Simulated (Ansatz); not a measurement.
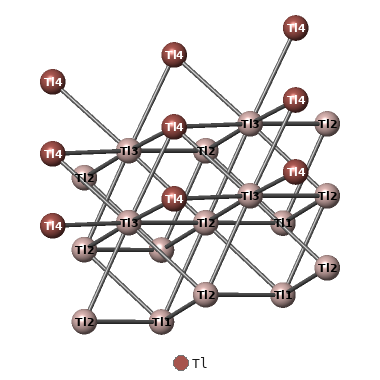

The system is Zn on a Tl(100) slab cut from the Im-3m phase (4 atoms of substrate and one adsorbate in a 1 × 1 cell); the picture shows it without the atoms that are moved over the map. One Zn atom a 1 × 1 cell is placed over a mesh of places on the rigid (1 0 0) surface, and only its height is relaxed. Places are given modulo a cell vector. The map is drawn in real space over the plane of the surface. The scan uses a 4 × 4 grid. Energies: eV, counted from the lowest grid point. With one adsorbate in each 1 × 1 cell, its nearest image is 3.9 Å away, so neighbouring adsorbates interact. Theory: Ansatz 0.2.0, DFT PBEsol, scalar-relativistic, plane waves, PAW.

Range: place along a₁ from 0.00 to 0.75; place along a₂ from 0.00 to 0.75.

What will the energy surface look like?

Answer. The lowest grid point is at a fourfold hollow over a second-layer Tl atom, (2/4, 2/4) of the cell vectors. The highest grid point, the top site over a surface Tl atom, (0/4, 0/4) of the cell vectors, lies 0.569 eV above the lowest. At the lowest point the adsorbate has 5 Tl at 2.98 Å as nearest neighbours, at the highest 1 Tl at 2.89 Å. Its relaxed height above the top atom is 1.20 Å at the lowest and 2.89 Å at the highest point.

| place along a₂ ↓, place along a₁ → | 0/4 | 1/4 | 2/4 | 3/4 |
| --- | --- | --- | --- | --- |
| 3/4 | 0.526 | 0.474 | 0.257 | 0.474 |
| 2/4 | 0.349 | 0.257 | 0.000 | 0.257 |
| 1/4 | 0.526 | 0.474 | 0.257 | 0.474 |
| 0/4 | 0.569 | 0.526 | 0.349 | 0.526 |

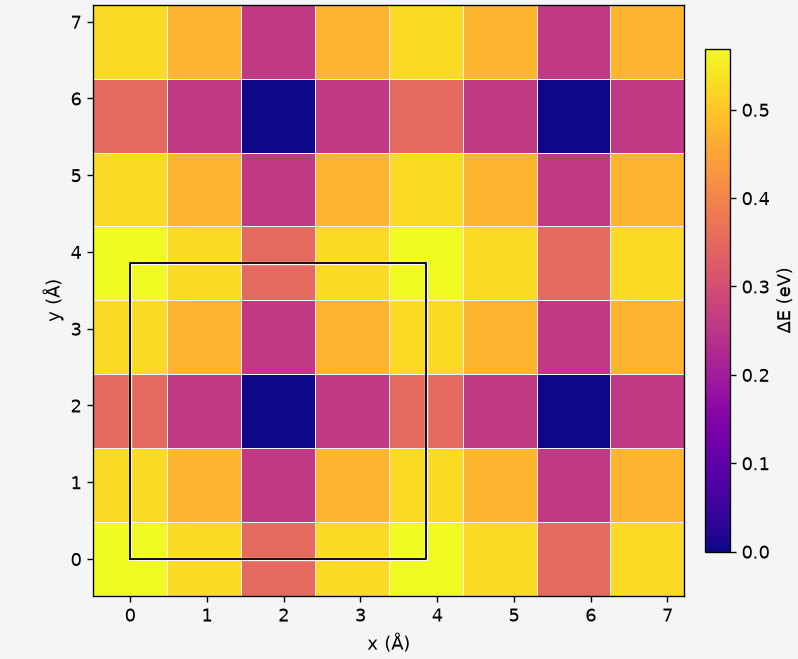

In the figure: one coloured cell a grid point, the outline of one cell of the 2 × 2 shown.
